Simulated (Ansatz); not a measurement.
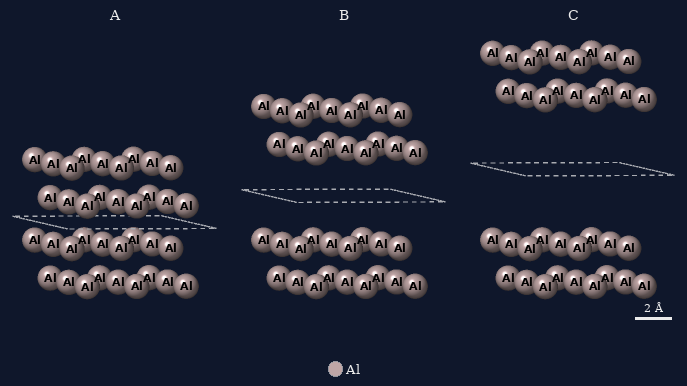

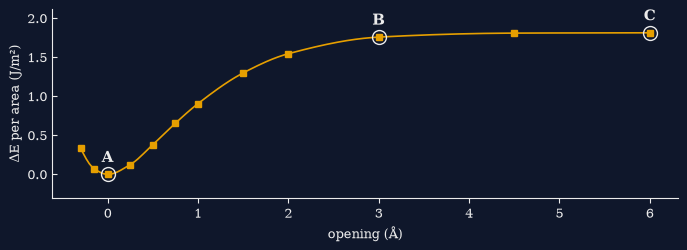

Energy scan for a crystal of Al (Im-3m), in which the crystal is pulled apart rigidly along the normal of the (0 1 1) plane of the conventional cell, at a cut between a plane of Al below and one of Al above, 2.27 Å apart. One cut stands in each cell, which starts 9.1 Å high; nothing is relaxed, and the dashed outline marks the cut. The lettered frames are marked on the plot. A spheres-only model of the layers on both sides of the cut, seen from the side, nearly along the cut plane.

Method: DFT PBEsol, scalar-relativistic, plane waves, PAW (Ansatz). (plane-wave cutoff 420 eV; k-point mesh 22 × 22 × 7; occupations gaussian; smearing width 0.15 eV; no spin polarisation). Energies (free energies at the smearing named) are counted from the relaxed crystal.

What does the scan show?

At the widest opening, 6.00 Å, the energy has risen by 1.815 J/m², where the curve has levelled off: this is the ideal work of separation, the sum of the two unrelaxed surface energies of a slab 9.1 Å thick. The steepest rise lies between 0.50 Å and 0.75 Å, with a mean traction of about 11 GPa. Pressing the cut together by 0.30 Å costs 0.337 J/m².
